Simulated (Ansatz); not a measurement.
## Ga6HN6: geometry relaxation (part 1 of 4)

- system: Ga6HN6 (slab, 26 atoms in the cell)
- method: DFT PBE+D3(BJ), scalar-relativistic, plane waves, PAW, no spin polarisation (Ansatz 0.2.0)

The structure derives from an entry of the Crystallography Open Database. The input holds or restrains some coordinates. Forces given for the steps count only the free coordinates. It belongs to a series of runs on one base structure; here: 1 H2 a cell, flat, over a hollow N-Ga-N site. Figures and captions count atoms from 1; the log counts them from 0 in places.

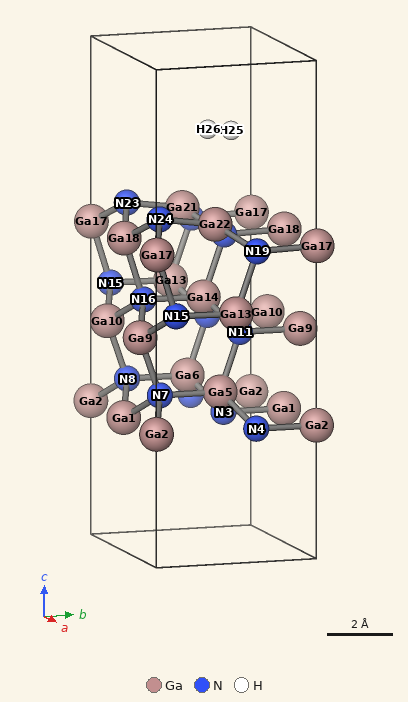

The structure as given in the input (ball-and-stick view of the cell of the calculation, with the vacuum cut short, seen slightly off an axis; atoms are numbered from 1 in the order of the input). An atom can appear more than once, as a periodic image. Near neighbours in the periodic cell (some may lie outside the picture): Ga has 3 N at 1.82 to 1.96 Å; N has 3 Ga at 1.82 to 1.96 Å; Ga has 4 N at 1.90 to 2.05 Å; N has 4 Ga at 1.91 to 2.05 Å; H has 1 H at 0.75 Å.

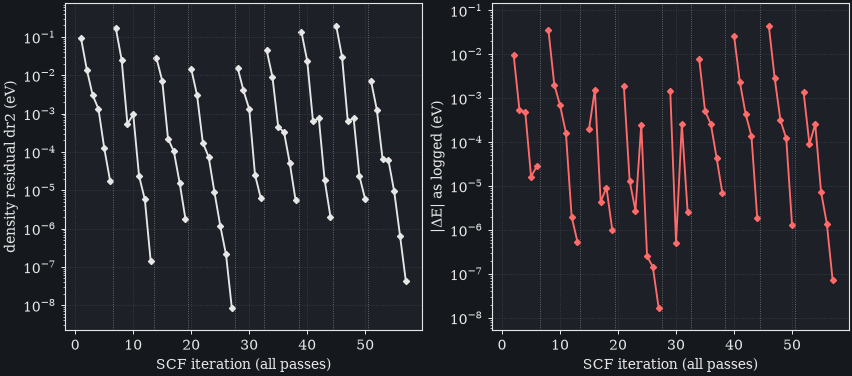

Convergence of the self-consistent field: density residual dr2 and size of the energy change against the SCF iteration. The dotted lines part the SCF passes of the relaxation: geometry steps, rejected trials and re-solves on a re-selected basis. The 9 passes take 5 to 8 iterations each, 57 in all.

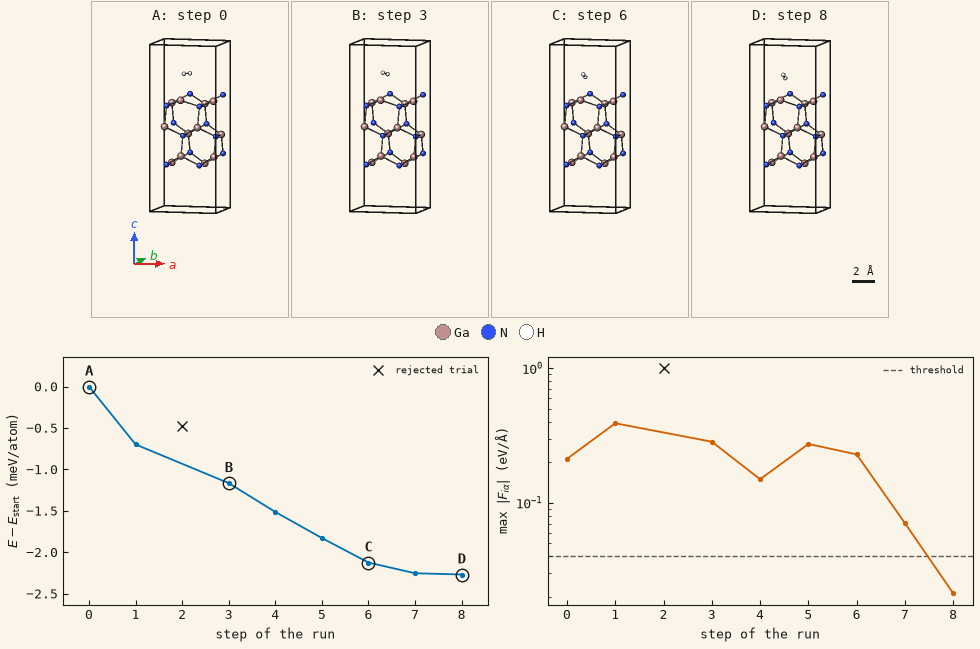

Frames of the restrained relaxation (ball-and-stick view of the cell of the calculation, with the vacuum cut short (origin shifted), seen slightly off an axis) above the curves, on which the letters mark them (the first geometry is step 0 here and step 1 in the log).

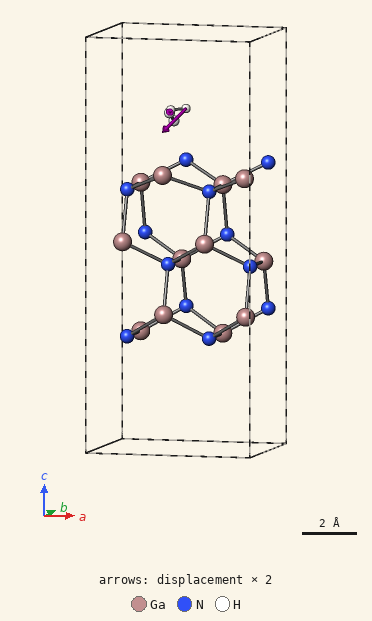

Start (faint) and end (solid) with the displacements as pink arrows, magnified 2 times (ball-and-stick view of the cell of the calculation, with the vacuum cut short (origin shifted), seen slightly off an axis). Over 8 geometry steps the energy falls by 2.3 meV per atom. Largest force component: 0.21 eV/Å at the start, 0.021 eV/Å at the end. The line search rejected the trial step at point 2 (counted from 0) and went back. The largest move is that of H25, 0.75 Å. Largest moves by element: H 0.75 Å, Ga 0.02 Å, N 0.02 Å. The cell stays as it was. Among the contacts that change: H25–H26 0.750 → 0.767 Å, Ga21–N23 1.825 → 1.832 Å, Ga17–N23 1.898 → 1.904 Å, N15–Ga17 2.050 → 2.045 Å. (Atoms are counted from 1 in the order of the input.)

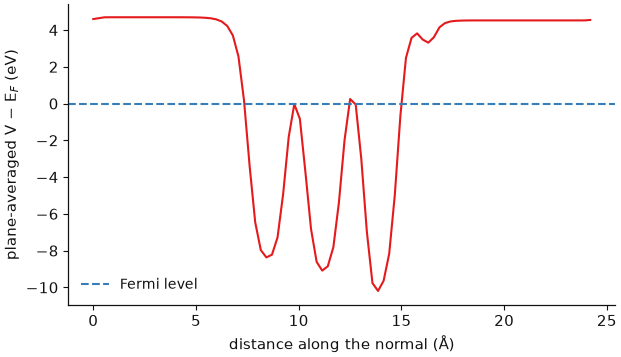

Plane average of the electrostatic potential energy of an electron across the cell, from the Fermi level. The vacuum level lies 4.52 eV above the Fermi level on the upper side and 4.69 eV on the lower.

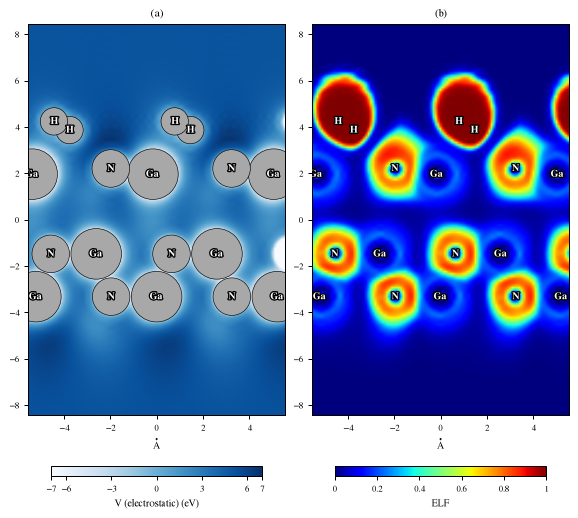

(a) electrostatic potential (local pseudopotential plus Hartree) felt by an electron; (b) electron localisation function on the (100) plane of the calculation cell, a cut from vacuum to vacuum. Grey discs, where drawn, cover atomic cores. The section cuts through Ga, N and H sites. Ga–N (1.83 Å): the ELF is about 0.55 at the midpoint. Ga–N (1.95 Å): the ELF is about 0.45 at the midpoint. Core electrons are frozen (PAW), so the fields are smoothed inside the atomic spheres.

These pictures come from the run below.

The input
```yaml
crystal:
  lattice:
    - [6.3931260417, 0.0, 0.0]
    - [0.0, 5.2085710379, 0.0]
    - [0.0, 0.0, 24.459377822]
  atoms:
    - { symbol: Ga, position: [0.5, 0.000811033, 0.3270729148] }
    - { symbol: Ga, position: [0.0, 0.000811033, 0.3270729148] }
    - { symbol: "N", position: [0.5, 0.624188967, 0.3270729148] }
    - { symbol: "N", position: [0.0, 0.624188967, 0.3270729148] }
    - { symbol: Ga, position: [0.75, 0.500811033, 0.364799478] }
    - { symbol: Ga, position: [0.25, 0.500811033, 0.364799478] }
    - { symbol: "N", position: [0.75, 0.124188967, 0.364799478] }
    - { symbol: "N", position: [0.25, 0.124188967, 0.364799478] }
    - { symbol: Ga, position: [0.75, 0.000811033, 0.4402526041] }
    - { symbol: Ga, position: [0.25, 0.000811033, 0.4402526041] }
    - { symbol: "N", position: [0.75, 0.624188967, 0.4402526041] }
    - { symbol: "N", position: [0.25, 0.624188967, 0.4402526041] }
    - { symbol: Ga, position: [0.0, 0.4985576257, 0.4757822503] }
    - { symbol: Ga, position: [0.5, 0.4985576257, 0.4757822503] }
    - { symbol: "N", position: [0.0, 0.1230416531, 0.4769351616] }
    - { symbol: "N", position: [0.5, 0.1230416531, 0.4769351616] }
    - { symbol: Ga, position: [0.0, 0.0043178379, 0.5568639763] }
    - { symbol: Ga, position: [0.5, 0.0043178379, 0.5568639763] }
    - { symbol: "N", position: [0.0, 0.6288801647, 0.5542240911] }
    - { symbol: "N", position: [0.5, 0.6288801647, 0.5542240911] }
    - { symbol: Ga, position: [0.25, 0.4696438568, 0.5798568485] }
    - { symbol: Ga, position: [0.75, 0.4696438568, 0.5798568485] }
    - { symbol: "N", position: [0.25, 0.1227596383, 0.5902707818] }
    - { symbol: "N", position: [0.75, 0.1227596383, 0.5902707818] }
    - { symbol: H, position: [0.3333333333, 0.7404278866, 0.6789893099] }
    - { symbol: H, position: [0.2665503676, 0.622044078, 0.6789893099] }
basis:
  ecutwfc: 420
kpoints:
  mp_grid: { grid: [3, 3, 1] }
hamiltonian:
  xc: pbe
  dispersion: d3bj
scf:
  occupations: { method: gaussian, width: 0.05 }
output:
  forces: true
  eigenvalues: true
  write_density: true
  write_potential: true
  elf: true
  volumetric_format: npy
relax:
  adjacent_minimum: "off"
  f_tol: 0.04
  max_steps: 100
  constraints: [{ sites: [0, 1, 2, 3, 4, 5, 6, 7, 8, 9, 10, 11] }]
efield:
  axis: 3
  dipole_correction: true
  ramp_width: 0.04
```

Launch command:
```bash
ansatz run input.yaml --threads 4 --pin off --max-ram 10240MiB --backend cpu --events-out ev --progress --plain --runs-dir out
```

Log
```
Engine: ansatz 0.2.0, x86_64-unknown-linux-gnu
Pseudopotentials: kind: paw
Pseudopotential: Ga, paw, valence charge 13, recommended cutoff 420 eV (normal), Ga.paw.azcp
Pseudopotential: N, paw, valence charge 5, recommended cutoff 420 eV (normal), N.paw.azcp
Pseudopotential: H, paw, valence charge 1, recommended cutoff 420 eV (normal), H.paw.azcp
Functional definition: PBE
  parameter kappa = 0.804
  parameter beta = 0.06672455060314922
  exchange = pbe_x(kappa = kappa, mu = beta*pi^2/3)
  correlation = pbe_c(beta = beta)
Crystal: 26 atoms, lattice volume = 814.474 Å³
Basis set: ecut = 420 eV, 15937 PW (Γ), exchange–correlation on 90×72×360 points (8 copies of the dense FFT grid, shifted against one another)
Bands: 135, of which v1, the nominal top of the filled ones, is band 109 counted from 1 (108 counted from 0)
Symmetry: 1 space group operations
Space group: P1 (ITA 1), of the structure as read, at distance tolerance 9.3e-5 Å
k-points: 5 of 9 (time reversal used)
Non-local potential: Ga, projectors of the file, l = 0: 2, l = 1: 2, l = 2: 3, l = 3: 1
Non-local potential: N, projectors of the file, l = 0: 2, l = 1: 2, l = 2: 1
Non-local potential: H, projectors of the file, l = 0: 2, l = 1: 1
PAW form: soft (Blöchl's): semilocal exchange-correlation on the pseudo side does not see the compensation charge
PAW one-centre angular grid: Ga, 590 points (default); XC on 64 Gauss nodes
PAW one-centre angular grid: N, 110 points (default); XC on 64 Gauss nodes
PAW one-centre angular grid: H, 110 points (default); XC on 64 Gauss nodes
Initial density: superposition of atomic densities (neutral atoms: chi_scale 0, normalization atom), corrected by the library's trained network
Initial wavefunctions: pseudopotential atomic-orbital guess
Functional: x = pbe(κ = 0.804, μ = 0.2195149727645171), c = pbe(β = 0.06672455060314922)
SCF iter   1: F=—  HF=-50043.795554 eV  |F-HF|=—  |Δ(HF+E_count)|=         —  Δρ=2.10e-3  dr2=9.29e-2  ethr=1.77e-3  p=-0.029 e·Å  D=-6.39e-3 V/Å  ΔV_dip=0.16 eV  dr2_dipole=4.49e-3  V_vac-E_F(+/−)=4.66/4.50 eV  ⟨swp⟩=6.4  Hψ=2724  notcnv=0  defer=74
efield: sawtooth ramp at fractional position 0.9830 (placed from the atoms, in the widest stretch of the axis that holds none; the zero of the levels goes with the place), width 0.0400; the density the first Hamiltonian is built on has a dipole p = -0.029 e·Å; the dipole correction subtracts the counter field D = -6.39e-3 V/Å, which shifts the + side's vacuum level by +0.16 eV against the − side's; the planar-averaged density in the ramp window peaks in size at 2.0e-5 e/Å³
preconditioner: auto → Resta (q_TF=auto, 2.190 Å⁻¹)  ε∞=2.5  [insulator: Δε(μ)=0.727 eV  Ē_g=15.533 eV  σ=0.050 eV  W_gap=1.00  n_scr=142 (ndim 8)  ℏωp=19.2 eV  f_vac=0.603  D(μ)=0.00/eV (n_scr^D=0)  ε∞_Penn≈2.5  vacuum switching on, ρ_ref=1.7e-2 e/Å³]
SCF iter   2: F=—  HF=-50043.786015 eV  |F-HF|=—  |Δ(HF+E_count)|=   9.54e-3  Δρ=1.12e-3  dr2=1.40e-2  ethr=4.26e-5  p=0.020 e·Å  D=4.54e-3 V/Å  ΔV_dip=-0.11 eV  dr2_dipole=1.07e-4  V_vac-E_F(+/−)=4.58/4.69 eV  ⟨swp⟩=2.0  Hψ=985  notcnv=0  defer=110
SCF iter   3: F=—  HF=-50043.785478 eV  |F-HF|=—  |Δ(HF+E_count)|=   5.37e-4  Δρ=5.18e-4  dr2=3.06e-3  ethr=6.44e-6  p=0.017 e·Å  D=3.75e-3 V/Å  ΔV_dip=-0.09 eV  dr2_dipole=6.36e-5  V_vac-E_F(+/−)=4.58/4.67 eV  ⟨swp⟩=2.0  Hψ=1011  notcnv=0  defer=110
SCF iter   4: F=—  HF=-50043.785963 eV  |F-HF|=—  |Δ(HF+E_count)|=   4.85e-4  Δρ=3.59e-4  dr2=1.33e-3  ethr=1.40e-6  p=0.021 e·Å  D=4.77e-3 V/Å  ΔV_dip=-0.12 eV  dr2_dipole=4.87e-5  V_vac-E_F(+/−)=4.56/4.68 eV  ⟨swp⟩=2.0  Hψ=826  notcnv=0  defer=110
SCF iter   5: F=—  HF=-50043.785979 eV  |F-HF|=—  |Δ(HF+E_count)|=   1.63e-5  Δρ=1.12e-4  dr2=1.26e-4  ethr=6.08e-7  p=0.027 e·Å  D=6.08e-3 V/Å  ΔV_dip=-0.15 eV  dr2_dipole=1.20e-7  V_vac-E_F(+/−)=4.55/4.70 eV  ⟨swp⟩=2.2  Hψ=827  notcnv=0  defer=110
SCF iter   6: F=-50043.786008 eV  HF=-50043.786008 eV  |F-HF|=6.81e-7  |Δ(HF+E_count)|=   2.83e-5  Δρ=4.59e-5  dr2=1.79e-5  ethr=1.83e-8  p=0.028 e·Å  D=6.30e-3 V/Å  ΔV_dip=-0.15 eV  dr2_dipole=2.02e-7  V_vac-E_F(+/−)=4.55/4.70 eV  ⟨swp⟩=26.8  Hψ=8041  notcnv=0
SCF 1 converged in 6 iterations: F = -50043.786008 eV  dr2 = 1.79e-5
  greatest PAW one-centre occupation: 0.996 electrons in one spin orbital (limit 2), on the Ga atom at site 16 (counted from 0), in its partial waves of l = 2
relax step   1: F+E_penalty+E_count = -50043.78600818 eV  Δ(F+E_penalty+E_count) = +0.000e0 eV  max|allowed force component| = 2.119e-1 eV/Å  Δτ_max = 0.0000 Å  (6 SCF iters, dr2 threshold 4.00e-5 eV, accepted)
Initial density: handed on by an earlier stage of this run
Initial wavefunctions: those handed on with the density
iter 1 solved again at ethr=8.01e-5 eV; its pass at ethr=3.10e-3 eV (dr2=1.75e-1 eV) is discarded
SCF iter   1: F=—  HF=-50043.840942 eV  |F-HF|=—  |Δ(HF+E_count)|=         —  Δρ=5.80e-3  dr2=1.68e-1  ethr=8.01e-5  p=0.028 e·Å  D=6.30e-3 V/Å  ΔV_dip=-0.15 eV  dr2_dipole=6.55e-6  V_vac-E_F(+/−)=4.55/4.70 eV  ⟨swp⟩=2.0  Hψ=2129  notcnv=0  defer=109
efield: sawtooth ramp at fractional position 0.9830 (handed on by an earlier solve), width 0.0400; the density the first Hamiltonian is built on has a dipole p = 0.028 e·Å; the dipole correction subtracts the counter field D = 6.30e-3 V/Å, which shifts the + side's vacuum level by -0.15 eV against the − side's; the planar-averaged density in the ramp window peaks in size at 7.2e-6 e/Å³
preconditioner: auto → Resta (q_TF=auto, 2.190 Å⁻¹)  ε∞=2.5  [insulator: Δε(μ)=0.735 eV  Ē_g=15.536 eV  σ=0.050 eV  W_gap=1.00  n_scr=142 (ndim 8)  ℏωp=19.2 eV  f_vac=0.603  D(μ)=0.00/eV (n_scr^D=0)  ε∞_Penn≈2.5  vacuum switching on, ρ_ref=1.8e-2 e/Å³]
SCF iter   2: F=—  HF=-50043.805687 eV  |F-HF|=—  |Δ(HF+E_count)|=   3.53e-2  Δρ=2.36e-3  dr2=2.54e-2  ethr=7.70e-5  p=0.026 e·Å  D=5.73e-3 V/Å  ΔV_dip=-0.14 eV  dr2_dipole=3.22e-7  V_vac-E_F(+/−)=4.56/4.70 eV  ⟨swp⟩=2.0  Hψ=768  notcnv=0  defer=109
SCF iter   3: F=—  HF=-50043.803648 eV  |F-HF|=—  |Δ(HF+E_count)|=   2.04e-3  Δρ=2.87e-4  dr2=5.41e-4  ethr=1.16e-5  p=0.028 e·Å  D=6.20e-3 V/Å  ΔV_dip=-0.15 eV  dr2_dipole=3.40e-7  V_vac-E_F(+/−)=4.55/4.70 eV  ⟨swp⟩=2.4  Hψ=747  notcnv=0  defer=109
SCF iter   4: F=—  HF=-50043.804337 eV  |F-HF|=—  |Δ(HF+E_count)|=   6.89e-4  Δρ=2.87e-4  dr2=9.54e-4  ethr=2.48e-7  p=0.028 e·Å  D=6.32e-3 V/Å  ΔV_dip=-0.15 eV  dr2_dipole=2.17e-5  V_vac-E_F(+/−)=4.55/4.70 eV  ⟨swp⟩=2.2  Hψ=1155  notcnv=0  defer=110
SCF iter   5: F=—  HF=-50043.804171 eV  |F-HF|=—  |Δ(HF+E_count)|=   1.65e-4  Δρ=4.58e-5  dr2=2.38e-5  ethr=2.48e-7  p=0.030 e·Å  D=6.76e-3 V/Å  ΔV_dip=-0.17 eV  dr2_dipole=7.98e-7  V_vac-E_F(+/−)=4.54/4.70 eV  ⟨swp⟩=2.0  Hψ=1106  notcnv=0  defer=110
SCF iter   6: F=—  HF=-50043.804169 eV  |F-HF|=—  |Δ(HF+E_count)|=   1.98e-6  Δρ=2.39e-5  dr2=5.76e-6  ethr=1.29e-9  p=0.030 e·Å  D=6.67e-3 V/Å  ΔV_dip=-0.16 eV  dr2_dipole=8.07e-8  V_vac-E_F(+/−)=4.54/4.70 eV  ⟨swp⟩=24.4  Hψ=7880  notcnv=0
SCF iter   7: F=-50043.804169 eV  HF=-50043.804169 eV  |F-HF|=1.42e-7  |Δ(HF+E_count)|=   5.38e-7  Δρ=4.71e-6  dr2=1.47e-7  ethr=1.29e-9  p=0.030 e·Å  D=6.69e-3 V/Å  ΔV_dip=-0.16 eV  dr2_dipole=2.64e-10  V_vac-E_F(+/−)=4.54/4.70 eV  ⟨swp⟩=13.6  Hψ=6751  notcnv=0
SCF 2 converged in 7 iterations: F = -50043.804169 eV  dr2 = 1.47e-7
[... from here on the iterations of each SCF are left out, up to the last one ...]
relax step   2: F+E_penalty+E_count = -50043.80416880 eV  Δ(F+E_penalty+E_count) = -1.816e-2 eV  max|allowed force component| = 3.895e-1 eV/Å  Δτ_max = 0.1923 Å  (7 SCF iters, dr2 threshold 2.81e-6 eV, accepted)
efield: sawtooth ramp at fractional position 0.9830 (handed on by an earlier solve), width 0.0400; the density the first Hamiltonian is built on has a dipole p = 0.030 e·Å; the dipole correction subtracts the counter field D = 6.69e-3 V/Å, which shifts the + side's vacuum level by -0.16 eV against the − side's; the planar-averaged density in the ramp window peaks in size at 7.9e-6 e/Å³
preconditioner: auto → Resta (q_TF=auto, 2.190 Å⁻¹)  ε∞=2.5  [insulator: Δε(μ)=0.742 eV  Ē_g=15.535 eV  σ=0.050 eV  W_gap=1.00  n_scr=142 (ndim 8)  ℏωp=19.2 eV  f_vac=0.603  D(μ)=0.00/eV (n_scr^D=0)  ε∞_Penn≈2.5  vacuum switching on, ρ_ref=1.8e-2 e/Å³]
SCF 3 converged in 6 iterations: F = -50043.798433 eV  dr2 = 1.80e-6
relax step   3: F+E_penalty+E_count = -50043.79843260 eV  Δ(F+E_penalty+E_count) = +5.736e-3 eV  max|allowed force component| = 1.007e0 eV/Å  Δτ_max = 0.1943 Å  (6 SCF iters, dr2 threshold 9.48e-6 eV, rejected (line search))
efield: sawtooth ramp at fractional position 0.9830 (handed on by an earlier solve), width 0.0400; the density the first Hamiltonian is built on has a dipole p = 0.035 e·Å; the dipole correction subtracts the counter field D = 7.78e-3 V/Å, which shifts the + side's vacuum level by -0.19 eV against the − side's; the planar-averaged density in the ramp window peaks in size at 7.9e-6 e/Å³
preconditioner: auto → Resta (q_TF=auto, 2.190 Å⁻¹)  ε∞=2.5  [insulator: Δε(μ)=0.736 eV  Ē_g=15.531 eV  σ=0.050 eV  W_gap=1.00  n_scr=142 (ndim 8)  ℏωp=19.2 eV  f_vac=0.603  D(μ)=0.00/eV (n_scr^D=0)  ε∞_Penn≈2.5  vacuum switching on, ρ_ref=1.7e-2 e/Å³]
SCF 4 converged in 8 iterations: F = -50043.816321 eV  dr2 = 8.53e-9
relax step   4: F+E_penalty+E_count = -50043.81632132 eV  Δ(F+E_penalty+E_count) = -1.215e-2 eV  max|allowed force component| = 2.841e-1 eV/Å  Δτ_max = 0.0945 Å  (8 SCF iters, accepted)
efield: sawtooth ramp at fractional position 0.9830 (handed on by an earlier solve), width 0.0400; the density the first Hamiltonian is built on has a dipole p = 0.031 e·Å; the dipole correction subtracts the counter field D = 6.95e-3 V/Å, which shifts the + side's vacuum level by -0.17 eV against the − side's; the planar-averaged density in the ramp window peaks in size at 7.9e-6 e/Å³
preconditioner: auto → Resta (q_TF=auto, 2.190 Å⁻¹)  ε∞=2.5  [insulator: Δε(μ)=0.742 eV  Ē_g=15.540 eV  σ=0.050 eV  W_gap=1.00  n_scr=142 (ndim 8)  ℏωp=19.2 eV  f_vac=0.604  D(μ)=0.00/eV (n_scr^D=0)  ε∞_Penn≈2.5  vacuum switching on, ρ_ref=1.8e-2 e/Å³]
SCF 5 converged in 5 iterations: F = -50043.825365 eV  dr2 = 6.19e-6
```
